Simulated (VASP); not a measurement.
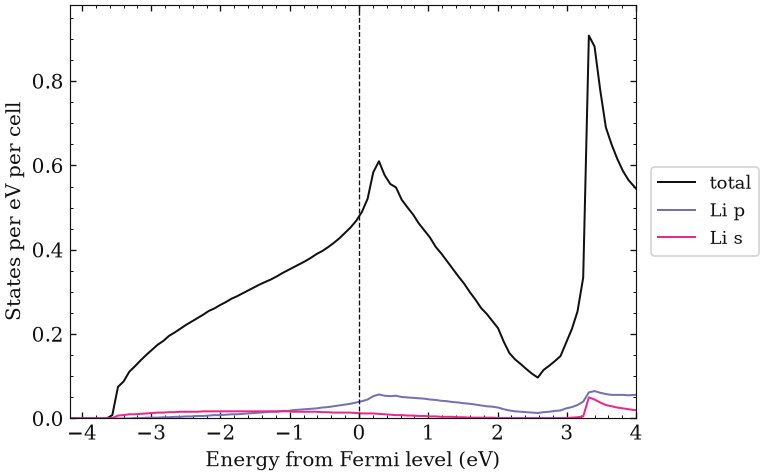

Density of states. Energies are counted from the Fermi level. The partial curves are projected inside the PAW spheres; the rest of the total lies in parts that aren't drawn and between the spheres.

The VASP input:

POSCAR:
```
Li
1.0
   -1.7166026942      1.7166026942      1.7166026942
    1.7166026942     -1.7166026942      1.7166026942
    1.7166026942      1.7166026942     -1.7166026942
Li
1
Direct
    0.0000000000      0.0000000000      0.0000000000
```

INCAR.step1:
```
PREC = Accurate
ENCUT = 520
EDIFF = 1E-6
ISMEAR = 0
SIGMA = 0.1
LREAL = False
LASPH = True
NELM = 100
ALGO = Fast
ISIF = 2
LWAVE = False
LCHARG = True
GGA = PS
NBANDS = 8
```

KPOINTS.step1:
```
regular mesh
0
Gamma
  18 18 18
```

INCAR.step2:
```
PREC = Accurate
ENCUT = 520
EDIFF = 1E-6
ISMEAR = -5
SIGMA = 0.1
LREAL = False
LASPH = True
NELM = 100
ALGO = Fast
ISIF = 2
LWAVE = False
LCHARG = False
GGA = PS
LORBIT = 10
NBANDS = 8
NEDOS = 1001
ICHARG = 11
```

KPOINTS.step2:
```
regular mesh
0
Gamma
  27 27 27
```

System: bcc Li, space group Im-3m (No. 229), 1 atom in the primitive cell.

VASP 6.6.1; PBEsol, VASP PAW PBE potentials, release 64 (Li_sv), no spin polarisation, no spin-orbit coupling, 18×18×18 k mesh in the self-consistent step, 520 eV cutoff, Gaussian smearing of 0.1 eV.

Question: Metal or insulator, and how many states lie at the Fermi level?

Answer: It is a metal. The density of states at the Fermi level is about 0.49 per eV and cell (mean within 0.25 eV).

The density of states was taken on a 27×27×27 mesh with the tetrahedron method. The PAW data sets were made with another functional. The cell was derived from a database entry in an earlier step, so it needn't be the measured one.
